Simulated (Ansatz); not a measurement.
Nudged elastic band of Al8Ru8H (part 2 of 2)

Continued. System: Al8Ru8H (defect cell, 17 atoms in the cell). Method: DFT PBEsol, scalar-relativistic, plane waves, PAW, no spin polarisation (Ansatz 0.2.0); cutoff 420 eV, 4×4×4 k-mesh, Gaussian smearing of 0.1 eV. The structure derives from a Materials Project entry. It belongs to a series of runs on one base structure; here: climbing-image band for the jump of H by 0.85 A.

Geometry of the input (Å; fractional positions):
```
0.0000  5.9526  0.0000
0.0000  0.0000  5.9526
5.9526  0.0000  0.0000
Al 0.5024  -0.0017  0.5000
Al 0.5024  0.5017  0.5000
Al -0.0023  -0.0015  0.5000
Al -0.0023  0.5015  0.5000
Al 0.5003  -0.0012  -0.0000
Al 0.5003  0.5012  -0.0000
Al -0.0084  -0.0138  0.0000
Al -0.0084  0.5138  0.0000
Ru 0.2529  0.2500  0.2594
Ru 0.2497  0.7500  0.2501
Ru 0.7509  0.2500  0.2486
Ru 0.7467  0.7500  0.2525
Ru 0.2529  0.2500  0.7406
Ru 0.2497  0.7500  0.7499
Ru 0.7509  0.2500  0.7514
Ru 0.7467  0.7500  0.7475
H  0.1491  0.2500  0.0000
```

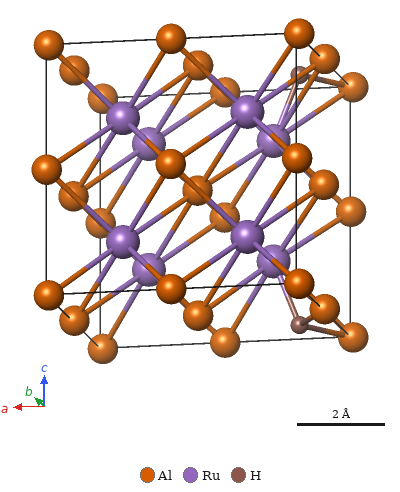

**Figure 1.** The input geometry (ball-and-stick view of the cell of the calculation, seen at an oblique angle). An atom can appear more than once, as a periodic image.

Output, continued
```
  k-point 0: bands = ["-55.4119", "-55.3895", "-55.2728", "-55.2572", "-55.2174", "-55.2149", "-55.2022", "-55.1995", "-25.7978", "-25.5497", "-25.5011", "-25.4967", "-25.4742", "-25.4680", "-25.4535", "-25.4469", "-25.4448", "-25.4251", "-25.4212", "-25.3838", "-25.3813", "-25.2691", "-25.2564", "-25.2517", "-25.2379", "-25.2367", "-25.2367", "-25.2332", "-25.2182", "-25.2180", "-25.1850", "-25.1825", "6.2850", "8.2734", "9.9243", "9.9264", "10.1987", "10.2745", "10.3471", "10.7628", "11.4628", "11.4707", "11.4853", "11.7444", "11.7896", "12.1087", "12.7997", "12.9276", "13.0428", "13.0481", "13.3468", "13.5975", "13.6314", "14.0561", "14.2734", "14.3483", "14.3710", "14.4345", "14.5041", "14.5951", "14.6136", "14.6886", "14.8626", "14.9571", "15.0109", "15.4685", "15.6572", "15.6958", "15.7273", "15.7765", "15.8156", "16.3264", "16.4298", "16.4382", "16.6444", "16.6881", "16.7118", "17.2947", "17.5353", "17.9919", "18.1805", "18.2424", "18.6159", "18.7014", "18.7554", "19.0316", "19.4302", "20.4600", "20.9640", "21.6665", "21.8015", "21.9749", "22.2476", "22.2920"]
  k-point 1: bands = ["-55.4080", "-55.3934", "-55.2682", "-55.2618", "-55.2130", "-55.2104", "-55.2066", "-55.2040", "-25.7367", "-25.6048", "-25.4936", "-25.4903", "-25.4746", "-25.4685", "-25.4444", "-25.4379", "-25.4328", "-25.4281", "-25.4109", "-25.3285", "-25.3264", "-25.3236", "-25.2507", "-25.2463", "-25.2452", "-25.2445", "-25.2393", "-25.2372", "-25.2322", "-25.2311", "-25.2240", "-25.2232", "6.7562", "8.0886", "9.1691", "10.1995", "10.3118", "10.3481", "10.6439", "10.7833", "11.1534", "11.6784", "11.8990", "12.1848", "12.2123", "12.3048", "12.4345", "12.7470", "12.8948", "13.0042", "13.1012", "13.3301", "13.4126", "13.9248", "13.9409", "14.2106", "14.2120", "14.2978", "14.4271", "14.4506", "14.5511", "15.0463", "15.0746", "15.2620", "15.3143", "15.4209", "15.5284", "15.5382", "15.6369", "15.6376", "15.7563", "15.8048", "16.1151", "16.1466", "16.5035", "16.6223", "16.8581", "17.0103", "17.3769", "18.1511", "18.4677", "18.5928", "18.6718", "18.7147", "18.8084", "19.0761", "19.7904", "20.4275", "20.5236", "21.4359", "21.9334", "22.2847", "22.5331", "22.6165"]
  k-point 2: bands = ["-55.4080", "-55.3934", "-55.2682", "-55.2618", "-55.2130", "-55.2104", "-55.2066", "-55.2040", "-25.7367", "-25.6048", "-25.4936", "-25.4903", "-25.4746", "-25.4685", "-25.4444", "-25.4379", "-25.4328", "-25.4281", "-25.4109", "-25.3285", "-25.3264", "-25.3236", "-25.2507", "-25.2463", "-25.2452", "-25.2445", "-25.2393", "-25.2372", "-25.2322", "-25.2311", "-25.2240", "-25.2232", "6.7562", "8.0886", "9.1691", "10.1995", "10.3118", "10.3481", "10.6439", "10.7833", "11.1534", "11.6784", "11.8990", "12.1848", "12.2123", "12.3048", "12.4345", "12.7470", "12.8948", "13.0042", "13.1012", "13.3301", "13.4126", "13.9248", "13.9409", "14.2106", "14.2120", "14.2978", "14.4271", "14.4506", "14.5511", "15.0463", "15.0746", "15.2620", "15.3143", "15.4209", "15.5284", "15.5382", "15.6369", "15.6376", "15.7563", "15.8048", "16.1151", "16.1466", "16.5035", "16.6223", "16.8581", "17.0103", "17.3769", "18.1511", "18.4677", "18.5928", "18.6718", "18.7147", "18.8084", "19.0761", "19.7904", "20.4275", "20.5236", "21.4359", "21.9334", "22.2847", "22.5331", "22.6165"]
  k-point 31: bands = ["-55.4116", "-55.3893", "-55.2719", "-55.2564", "-55.2173", "-55.2161", "-55.2020", "-55.2007", "-25.7973", "-25.5466", "-25.4967", "-25.4723", "-25.4591", "-25.4585", "-25.4481", "-25.4259", "-25.4229", "-25.3921", "-25.3842", "-25.3824", "-25.3702", "-25.3045", "-25.2850", "-25.2843", "-25.2681", "-25.2629", "-25.2497", "-25.2417", "-25.2304", "-25.2228", "-25.1849", "-25.1837", "6.6627", "7.9920", "9.2238", "10.2125", "10.2579", "10.3844", "10.5555", "10.9257", "11.1408", "11.6794", "11.8901", "12.1814", "12.2729", "12.3040", "12.5280", "12.7915", "12.9267", "12.9609", "13.1231", "13.2212", "13.7826", "13.8748", "14.0518", "14.1954", "14.3098", "14.3286", "14.3741", "14.4537", "14.4899", "15.0732", "15.1336", "15.2228", "15.2741", "15.4073", "15.5370", "15.5543", "15.6390", "15.7429", "15.7980", "15.9032", "16.1552", "16.1817", "16.4228", "16.5688", "16.6178", "16.9929", "17.2593", "17.9851", "18.3298", "18.5796", "18.6704", "18.7361", "18.7740", "19.1052", "19.6189", "20.4108", "20.5520", "21.7269", "21.9816", "22.2222", "22.3874", "22.6220"]
this run last wrote the band of iteration 3 to [file]
--- NEB band (7 images, 3 band iterations, 109 SCF iterations) ---
  forward barrier  = 0.054778 eV
  backward barrier = 0.054778 eV
  lagrangian_above_aufbau_ev (what the smearing adds, to first order; not taken off the barriers): saddle image -0.028662 eV, end points -0.029177 and -0.029177 eV
  climbing image's point = of an order that was not read
  energies are F+E_penalty+E_count in eV, relative to image 0
  image     s (Å)  Δ vs image 0  max|band force component| (eV/Å)
      0    0.0000      0.000000                                 —
      1    0.1421      0.014529                          1.099e-2
      2    0.2842      0.041764                          1.187e-2
  *   3    0.4261      0.054778                          1.317e-2
      4    0.5681      0.041764                          1.187e-2
      5    0.7102      0.014529                          1.099e-2
      6    0.8523     -0.000000                                 —
  climbing-image geometry (image 3):
  cell:  # Å, volume = 210.9242 Å³
    - [0.0, 5.9526289091, 0.0]
    - [0.0, 0.0, 5.9526289091]
    - [5.9526289091, 0.0, 0.0]
  atoms:
    - { symbol: Al, position: [0.5033250984584117, -0.003548853215234645, 0.5000004284717972] }
    - { symbol: Al, position: [0.5046625671118794, 0.5046625688248506, 0.5000000012792376] }
    - { symbol: Al, position: [-0.003227666894858179, -0.0032276683853998626, 0.5000000023470171] }
    - { symbol: Al, position: [-0.003548850626390352, 0.5033250982810986, 0.49999957565826264] }
    - { symbol: Al, position: [0.5017339245026996, -0.0018578729528511235, -3.703334777435894e-7] }
    - { symbol: Al, position: [0.500457034655979, 0.5004570358723198, -1.2107385753870755e-9] }
    - { symbol: Al, position: [-0.012145537596875509, -0.012145540467958814, -2.8610322551911455e-9] }
    - { symbol: Al, position: [-0.001857872314212214, 0.5017339260871437, 3.652940030021449e-7] }
    - { symbol: Ru, position: [0.25260242490051615, 0.2526018767583027, 0.2645783574439292] }
    - { symbol: Ru, position: [0.2495093581627433, 0.7506335899478674, 0.24904458727653525] }
    - { symbol: Ru, position: [0.7506332926779623, 0.24950917745955042, 0.24904459832472778] }
    - { symbol: Ru, position: [0.7482835012899225, 0.748283713241635, 0.2507080411502899] }
    - { symbol: Ru, position: [0.25260187874645657, 0.25260242447768216, 0.7354216437127956] }
    - { symbol: Ru, position: [0.24950917842293283, 0.7506332924037322, 0.7509554015871137] }
    - { symbol: Ru, position: [0.7506335902199407, 0.2495093591365518, 0.7509554124458511] }
    - { symbol: Ru, position: [0.7482837134860816, 0.7482834999276529, 0.7492919589303365] }
    - { symbol: H, position: [0.2002606822468106, 0.20026069005305747, 4.833521178612745e-10] }
```

The last band as extended XYZ (Å, eV, eV/Å)
```
17
Lattice="0.0000 5.9526 0.0000 0.0000 0.0000 5.9526 5.9526 0.0000 0.0000" Properties=species:S:1:pos:R:3:forces:R:3 image=0 energy=-50754.06537
Al    2.9763    2.9907   -0.0103    0.0000   0.0005   0.0009
Al    2.9763    2.9907    2.9866    0.0000   0.0005  -0.0009
Al    2.9763   -0.0137   -0.0088    0.0001  -0.0005   0.0005
Al    2.9763   -0.0137    2.9851    0.0001  -0.0005  -0.0005
Al    0.0000    2.9782   -0.0073    0.0000   0.0010   0.0000
Al    0.0000    2.9782    2.9837    0.0000   0.0009   0.0000
Al    0.0000   -0.0501   -0.0823    0.0000   0.0002  -0.0005
Al    0.0000   -0.0501    3.0586    0.0000   0.0002   0.0006
Ru    1.5439    1.5052    1.4882    0.0016  -0.0007   0.0000
Ru    1.4889    1.4862    4.4645    0.0004   0.0001   0.0000
Ru    1.4800    4.4697    1.4882    0.0002  -0.0010   0.0000
Ru    1.5032    4.4451    4.4645   -0.0002   0.0000   0.0000
Ru    4.4087    1.5052    1.4882   -0.0016  -0.0007   0.0000
Ru    4.4638    1.4862    4.4645   -0.0005   0.0003   0.0000
Ru    4.4726    4.4697    1.4882   -0.0003  -0.0009   0.0000
Ru    4.4494    4.4451    4.4645    0.0003   0.0002   0.0000
H     0.0000    0.8874    1.4882    0.0000   0.0002   0.0000
17
Lattice="0.0000 5.9526 0.0000 0.0000 0.0000 5.9526 5.9526 0.0000 0.0000" Properties=species:S:1:pos:R:3:forces:R:3 image=1 energy=-50754.05084
Al    2.9763    2.9949   -0.0198    0.0000   0.0086  -0.0132
Al    2.9763    2.9955    3.0005    0.0000  -0.0025  -0.0119
Al    2.9763   -0.0196   -0.0135    0.0000   0.0099  -0.0043
Al    2.9763   -0.0171    2.9911    0.0000   0.0111  -0.0108
Al    0.0000    2.9782   -0.0064    0.0000   0.0033  -0.0035
Al    0.0000    2.9760    2.9825    0.0000   0.0089  -0.0079
Al    0.0000   -0.0601   -0.0768    0.0000   0.0140  -0.0120
Al    0.0000   -0.0308    3.0204    0.0000  -0.0081   0.0153
Ru    1.5618    1.5096    1.4912   -0.0213   0.0114  -0.0185
Ru    1.4844    1.4831    4.4668    0.0085   0.0089  -0.0109
Ru    1.4821    4.4680    1.4883    0.0043   0.0047  -0.0071
Ru    1.4958    4.4491    4.4598   -0.0004   0.0068  -0.0053
Ru    4.3908    1.5096    1.4912    0.0213   0.0114  -0.0185
Ru    4.4683    1.4831    4.4668   -0.0085   0.0089  -0.0109
Ru    4.4705    4.4680    1.4883   -0.0043   0.0047  -0.0071
Ru    4.4568    4.4491    4.4598    0.0004   0.0068  -0.0053
H     0.0000    0.9889    1.3982    0.0000  -0.1087   0.1319
17
Lattice="0.0000 5.9526 0.0000 0.0000 0.0000 5.9526 5.9526 0.0000 0.0000" Properties=species:S:1:pos:R:3:forces:R:3 image=2 energy=-50754.02361
Al    2.9763    2.9961   -0.0217    0.0000   0.0110  -0.0174
Al    2.9763    3.0003    3.0049    0.0000  -0.0002  -0.0045
Al    2.9763   -0.0205   -0.0167    0.0000   0.0056  -0.0052
Al    2.9763   -0.0195    2.9946    0.0000   0.0061  -0.0062
Al    0.0000    2.9808   -0.0076    0.0000  -0.0054   0.0010
Al    0.0000    2.9769    2.9811    0.0000   0.0071  -0.0053
Al    0.0000   -0.0675   -0.0748    0.0000   0.0055  -0.0166
Al    0.0000   -0.0183    2.9985    0.0000   0.0028  -0.0033
Ru    1.5717    1.5084    1.4972   -0.0158   0.0165  -0.0156
Ru    1.4828    1.4834    4.4680    0.0082   0.0070  -0.0091
Ru    1.4825    4.4679    1.4872    0.0066   0.0051  -0.0045
Ru    1.4931    4.4518    4.4568   -0.0042   0.0069  -0.0044
Ru    4.3810    1.5084    1.4972    0.0158   0.0165  -0.0156
Ru    4.4698    1.4834    4.4680   -0.0082   0.0070  -0.0091
Ru    4.4701    4.4679    1.4872   -0.0066   0.0051  -0.0045
Ru    4.4595    4.4518    4.4568    0.0042   0.0069  -0.0044
H     0.0000    1.0898    1.2959    0.0000  -0.1037   0.1249
17
Lattice="0.0000 5.9526 0.0000 0.0000 0.0000 5.9526 5.9526 0.0000 0.0000" Properties=species:S:1:pos:R:3:forces:R:3 image=3 energy=-50754.01060
Al    2.9763    2.9961   -0.0211    0.0000   0.0038  -0.0072
Al    2.9763    3.0041    3.0041    0.0000   0.0001   0.0001
Al    2.9763   -0.0192   -0.0192    0.0000  -0.0008  -0.0008
Al    2.9763   -0.0211    2.9961    0.0000  -0.0072   0.0038
Al    0.0000    2.9866   -0.0111    0.0000  -0.0095   0.0051
Al    0.0000    2.9790    2.9790    0.0000   0.0010   0.0010
Al    0.0000   -0.0723   -0.0723    0.0000  -0.0086  -0.0086
Al    0.0000   -0.0111    2.9866    0.0000   0.0051  -0.0095
Ru    1.5749    1.5036    1.5036   -0.0132   0.0021   0.0021
Ru    1.4825    1.4852    4.4682    0.0076   0.0016  -0.0013
Ru    1.4825    4.4682    1.4852    0.0076  -0.0013   0.0016
Ru    1.4924    4.4543    4.4543   -0.0055   0.0014   0.0014
Ru    4.3777    1.5036    1.5036    0.0132   0.0021   0.0021
Ru    4.4702    1.4852    4.4682   -0.0076   0.0016  -0.0013
Ru    4.4702    4.4682    1.4852   -0.0076  -0.0013   0.0016
Ru    4.4603    4.4543    4.4543    0.0055   0.0014   0.0014
H     0.0000    1.1921    1.1921    0.0000   0.0085   0.0085
17
Lattice="0.0000 5.9526 0.0000 0.0000 0.0000 5.9526 5.9526 0.0000 0.0000" Properties=species:S:1:pos:R:3:forces:R:3 image=4 energy=-50754.02361
Al    2.9763    2.9946   -0.0195    0.0000  -0.0062   0.0061
Al    2.9763    3.0049    3.0003    0.0000  -0.0045  -0.0002
Al    2.9763   -0.0167   -0.0205    0.0000  -0.0052   0.0056
Al    2.9763   -0.0217    2.9961    0.0000  -0.0174   0.0110
Al    0.0000    2.9985   -0.0183    0.0000  -0.0033   0.0028
Al    0.0000    2.9811    2.9769    0.0000  -0.0053   0.0071
Al    0.0000   -0.0748   -0.0675    0.0000  -0.0166   0.0055
Al    0.0000   -0.0076    2.9808    0.0000   0.0010  -0.0054
Ru    1.5717    1.4972    1.5084   -0.0158  -0.0156   0.0165
Ru    1.4825    1.4872    4.4679    0.0066  -0.0045   0.0051
Ru    1.4828    4.4680    1.4834    0.0082  -0.0091   0.0070
Ru    1.4931    4.4568    4.4518   -0.0042  -0.0044   0.0069
Ru    4.3810    1.4972    1.5084    0.0158  -0.0156   0.0165
Ru    4.4701    1.4872    4.4679   -0.0066  -0.0045   0.0051
Ru    4.4698    4.4680    1.4834   -0.0082  -0.0091   0.0070
Ru    4.4595    4.4568    4.4518    0.0042  -0.0044   0.0069
H     0.0000    1.2959    1.0898    0.0000   0.1249  -0.1037
17
Lattice="0.0000 5.9526 0.0000 0.0000 0.0000 5.9526 5.9526 0.0000 0.0000" Properties=species:S:1:pos:R:3:forces:R:3 image=5 energy=-50754.05084
Al    2.9763    2.9911   -0.0171    0.0000  -0.0108   0.0111
Al    2.9763    3.0005    2.9955    0.0000  -0.0119  -0.0025
Al    2.9763   -0.0135   -0.0196    0.0000  -0.0043   0.0099
Al    2.9763   -0.0198    2.9949    0.0000  -0.0132   0.0086
Al    0.0000    3.0204   -0.0308    0.0000   0.0153  -0.0081
Al    0.0000    2.9825    2.9760    0.0000  -0.0079   0.0089
Al    0.0000   -0.0768   -0.0601    0.0000  -0.0120   0.0140
Al    0.0000   -0.0064    2.9782    0.0000  -0.0035   0.0033
Ru    1.5618    1.4912    1.5096   -0.0213  -0.0185   0.0114
Ru    1.4821    1.4883    4.4680    0.0043  -0.0071   0.0047
Ru    1.4844    4.4668    1.4831    0.0085  -0.0109   0.0089
Ru    1.4958    4.4598    4.4491   -0.0004  -0.0053   0.0068
Ru    4.3908    1.4912    1.5096    0.0213  -0.0185   0.0114
Ru    4.4705    1.4883    4.4680   -0.0043  -0.0071   0.0047
Ru    4.4682    4.4668    1.4831   -0.0085  -0.0109   0.0089
Ru    4.4568    4.4598    4.4491    0.0004  -0.0053   0.0068
H     0.0000    1.3982    0.9889    0.0000   0.1319  -0.1087
17
Lattice="0.0000 5.9526 0.0000 0.0000 0.0000 5.9526 5.9526 0.0000 0.0000" Properties=species:S:1:pos:R:3:forces:R:3 image=6 energy=-50754.06537
Al    2.9763    2.9851   -0.0137   -0.0001  -0.0005  -0.0005
Al    2.9763    2.9866    2.9907    0.0000  -0.0009   0.0005
Al    2.9763   -0.0088   -0.0137   -0.0001   0.0005  -0.0005
Al    2.9763   -0.0103    2.9907    0.0000   0.0009   0.0005
Al    0.0000    3.0586   -0.0501    0.0000   0.0006   0.0002
Al    0.0000    2.9837    2.9782    0.0000   0.0000   0.0009
Al    0.0000   -0.0823   -0.0501    0.0000  -0.0005   0.0002
Al    0.0000   -0.0073    2.9782    0.0000   0.0000   0.0010
Ru    1.5439    1.4882    1.5052    0.0016   0.0000  -0.0007
Ru    1.4800    1.4882    4.4697    0.0003   0.0000  -0.0009
Ru    1.4889    4.4645    1.4862    0.0005   0.0000   0.0003
Ru    1.5032    4.4645    4.4451   -0.0003   0.0000   0.0002
Ru    4.4087    1.4882    1.5052   -0.0016   0.0000  -0.0007
Ru    4.4726    1.4882    4.4697   -0.0002   0.0000  -0.0010
Ru    4.4638    4.4645    1.4862   -0.0004   0.0000   0.0001
Ru    4.4494    4.4645    4.4451    0.0002   0.0000   0.0000
H     0.0000    1.4882    0.8874    0.0000   0.0000   0.0002
```
